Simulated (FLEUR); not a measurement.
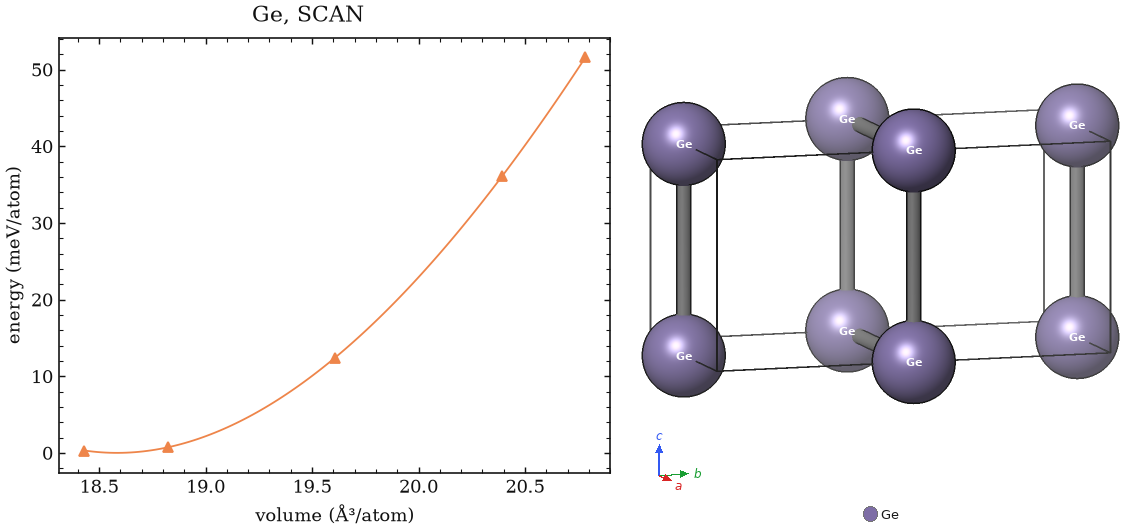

The plot gives the computed energy against volume for Ge, space group Cmmm (No. 65). The conventional cell is drawn beside the plot.

Cell as given: a = 2.952 Å, b = 2.952 Å, c = 2.698 Å, α = 90.00°, β = 90.00°, γ = 123.51°; 1 atom.

Computed with FLEUR MaX-R8.1 (later development tree): all-electron LAPW DFT, no spin polarisation; energies at scaled volumes of the given cell, shape and fractions fixed, counted from the fit's minimum, third-order Birch-Murnaghan fit. Level: SCAN.

- k mesh: 11×11×10
- occupations: Fermi–Dirac
- smearing width: 0.05 eV
- potentials: all electron
- program settings: basis FLAPW, kmax 4.24 1/bohr

Question: Give the fitted equation-of-state parameters.

Answer: A third-order Birch–Murnaghan fit gives V0 = 18.58 Å³/atom, B0 = 77.7 GPa and B′ = 4.4.

Caveats: shape and atomic fractions are frozen while scaling, which makes layered, chain and framework solids too stiff.

The computed values:

| volume (Å³/atom) | energy (meV/atom) |
| --- | --- |
| 18.43 | 0.30 |
| 18.82 | 0.74 |
| 19.61 | 12.38 |
| 20.39 | 36.07 |
| 20.78 | 51.57 |
